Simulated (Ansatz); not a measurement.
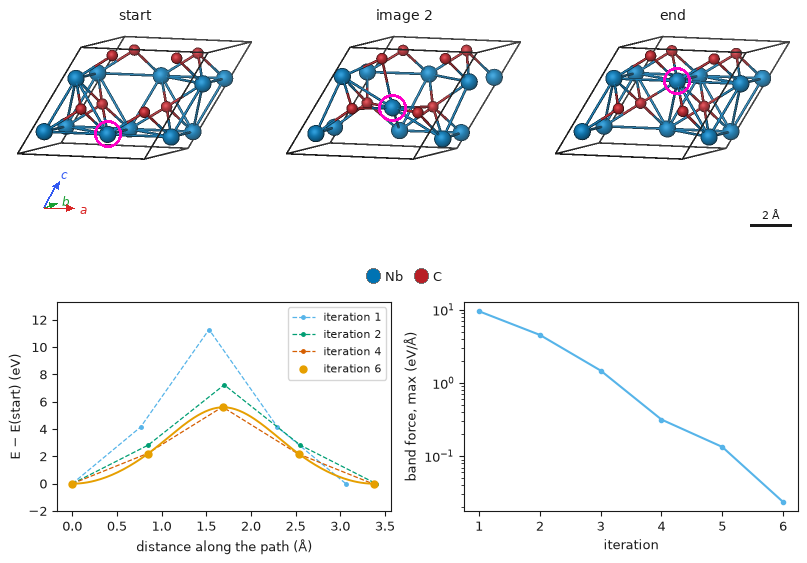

A search for the minimum-energy path of a defect cell of composition Nb7C8 with a Nb vacancy (15 atoms in the cell) by the nudged elastic band. Images are numbered from 0 (start) to 4 (end). The plot follows the band through its iterations. Style: ball-and-stick. Shown: the reduced simulation cell (origin moved), from a free direction. The moving atom is ringed, with any periodic copies. Lengths and directions refer to the drawn axes. Bonds to atoms that aren't drawn are left out.

Method: DFT, PAW plane waves, PBE (Ansatz 0.2.0).

Input file:
```yaml
crystal:
  lattice:
    - [0.0, 4.48036862, 4.48036862]
    - [4.48036862, 0.0, 4.48036862]
    - [4.48036862, 4.48036862, 0.0]
  atoms:
    - { symbol: Nb, position: [-0.00382926, -0.00516122, 0.00292046] }
    - { symbol: C, position: [0.25537101, 0.24904649, 0.24868224] }
    - { symbol: Nb, position: [-0.00302424, -0.00084422, 0.50117987] }
    - { symbol: C, position: [0.25028126, 0.2528523, 0.74755861] }
    - { symbol: Nb, position: [0.00495331, 0.49973565, 0.00186795] }
    - { symbol: C, position: [0.25024091, 0.7528035, 0.25206778] }
    - { symbol: Nb, position: [0.00582136, 0.4912365, 0.50539869] }
    - { symbol: C, position: [0.24938487, 0.75148527, 0.74418317] }
    - { symbol: Nb, position: [0.50452664, 0.00085216, 0.00055075] }
    - { symbol: C, position: [0.7503227, 0.25223426, 0.2435528] }
    - { symbol: C, position: [0.74436109, 0.25250265, 0.7508151] }
    - { symbol: Nb, position: [0.49419381, 0.50264766, 0.00138916] }
    - { symbol: C, position: [0.74904312, 0.75063068, 0.2540745] }
    - { symbol: Nb, position: [0.50454159, 0.50243012, 0.49686763] }
    - { symbol: C, position: [0.7466428, 0.7448473, 0.74989963] }
kpoints:
  mp_grid: { grid: [3, 3, 3] }
magnetization:
  spin_polarized: false
scf:
  occupations: { method: fermi_dirac, width: 0.05 }
hamiltonian:
  pseudopotentials: { kind: paw }
  xc: pbe
basis:
  ecutwfc: 420
neb:
  images: 3
  relax_end_points: true
  climbing: true
  f_tol: 0.05
  max_iterations: 40
  order_check: false
  final_atoms:
    - { symbol: Nb, position: [-0.00382926, -0.00516122, 0.00292046] }
    - { symbol: C, position: [0.25537101, 0.24904649, 0.24868224] }
    - { symbol: Nb, position: [-0.00302424, -0.00084422, 0.50117987] }
    - { symbol: C, position: [0.25028126, 0.2528523, 0.74755861] }
    - { symbol: Nb, position: [0.00495331, 0.49973565, 0.00186795] }
    - { symbol: C, position: [0.25024091, 0.7528035, 0.25206778] }
    - { symbol: Nb, position: [0.00582136, 0.4912365, 0.50539869] }
    - { symbol: C, position: [0.24938487, 0.75148527, 0.74418317] }
    - { symbol: Nb, position: [0.49525088, -0.00477478, 0.50794037] }
    - { symbol: C, position: [0.7503227, 0.25223426, 0.2435528] }
    - { symbol: C, position: [0.74436109, 0.25250265, 0.7508151] }
    - { symbol: Nb, position: [0.49419381, 0.50264766, 0.00138916] }
    - { symbol: C, position: [0.74904312, 0.75063068, 0.2540745] }
    - { symbol: Nb, position: [0.50454159, 0.50243012, 0.49686763] }
    - { symbol: C, position: [0.7466428, 0.7448473, 0.74989963] }
```

Run as
```bash
ansatz run input.yaml --threads 4 --pin off --max-ram 8192MiB --backend cpu --events-out ev --progress --plain --runs-dir out
```

**Did the band converge, and can the barrier be trusted?**

The run is converged, with reservations. The band converged in 6 iterations. The largest component of the band force went from 9.6 to 0.024 eV/Å. The climbing image converged on the top of the path. Its curvatures weren't checked. The first iteration put the highest image at 11.30 eV. The two ends have the same energy, and the highest point, image 2, lies 5.60 eV above the start.

Limits of the set-up: the periodic images lie only 6.3 Å apart, so the values are limited by the cell's size.

The run took 2.5 min on 4 threads of Intel(R) Xeon(R) Platinum 8488C (Sapphire Rapids), on a shared host, peak memory 1.1 GiB.
